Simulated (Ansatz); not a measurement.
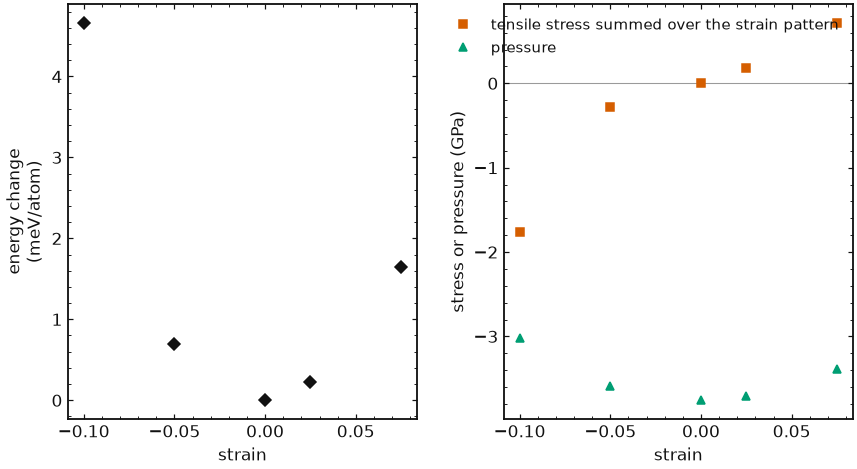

Energy change, tensile stress summed over the strain pattern and pressure against strain for Nb, space group Im-3m (No. 229).

The energy change is 4.66 meV/atom at strain −0.100 and 1.64 meV/atom at 0.075; the lowest computed point is at strain 0.000 (0.00 meV/atom). The tensile stress summed over the strain pattern rises from −1.759 GPa at strain −0.100 to 0.714 GPa at 0.075, and changes sign near 0.000. The pressure goes from −3.024 GPa at strain −0.100 to −3.388 GPa at 0.075, not monotonically, with a low of −3.757 GPa at 0.000.

Calculation (Ansatz 0.2.0): homogeneous strain of a crystal along one Voigt pattern with engineering shear, fractional coordinates fixed, by plane-wave density functional theory with PAW datasets, free energies less that of the undisturbed cell, pressure positive in compression; scalar-relativistic. Level: r2SCAN, no spin polarisation.

wave cutoff 500 eV; k mesh 20×20×20; occupations Gaussian; smearing width 0.15 eV; k shift (0, 0, 0) (mesh steps); start as given; strain pattern (0, 0, 0, 1, 0, 0) (xx yy zz yz xz xy with engineering shear).

The given structure:
```yaml
crystal:
  lattice:
    - [-1.66395, 1.66395, 1.66395]
    - [1.66395, -1.66395, 1.66395]
    - [1.66395, 1.66395, -1.66395]
  atoms:
    - { symbol: Nb, position: [0.00000, 0.00000, 0.00000] }
```

Keep in mind: reference crystal is not relaxed.
